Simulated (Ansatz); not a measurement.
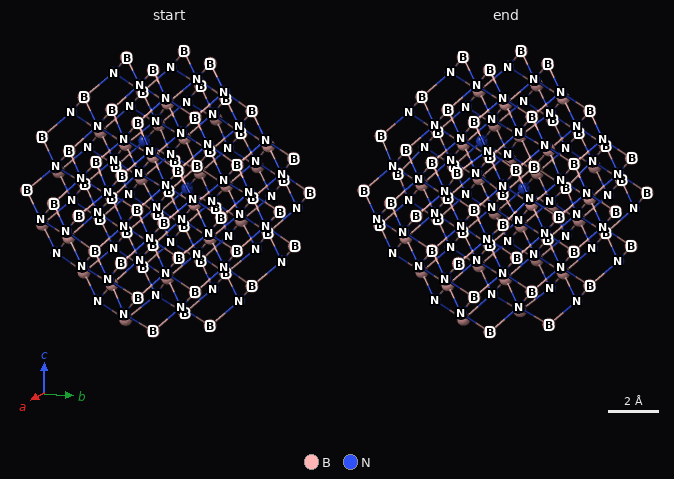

The structure of a defect cell of composition B33N31 (cell charge +1) before (left) and after (right) a relaxation, at one scale.

A ball-and-stick model of the atoms within 5.8 Å of the atom that moves most (axes of the cell of the calculation, reduced to other axes (origin shifted)), seen slightly off an axis. Lengths and directions refer to the drawn axes.

The atoms of the start lie slightly off their symmetric places, so part of the fall in energy undoes that.

The calculation used DFT, PBEsol, PAW, plane waves (Ansatz). Settings: plane-wave cutoff 420 eV; k-point mesh 1 × 1 × 1; mesh shifted by (0.25, 0.25, 0.25); collinear spin; atoms relaxed in a fixed cell; force threshold 0.03 eV/Å; at most 80 steps.

Describe what moved and what it gained.

Answer. The largest move is that of a B atom, 0.17 Å along [2 −3 −3]. Largest moves by element: B 0.17 Å, N 0.06 Å. The lattice vectors keep their values. Some distances before and after: B–B 1.537 → 1.706 Å, B–B 1.615 → 1.730 Å, B–N 1.611 → 1.533 Å, B–N 1.630 → 1.553 Å. Bond angles that change, for instance: B–N–B 112.0° → 104.2°, B–B–N 111.5° → 104.8°, N–B–N 108.2° → 114.2°. After 4 geometry steps the energy has fallen by 2.743 eV per cell of the calculation. The largest force component goes from 3.6 to 0.011 eV/Å.

Limits of the set-up: the periodic images lie only 7.2 Å apart, so the values are limited by the cell's size; the cell is charged, on a uniform background, and energies carry no finite-size correction.
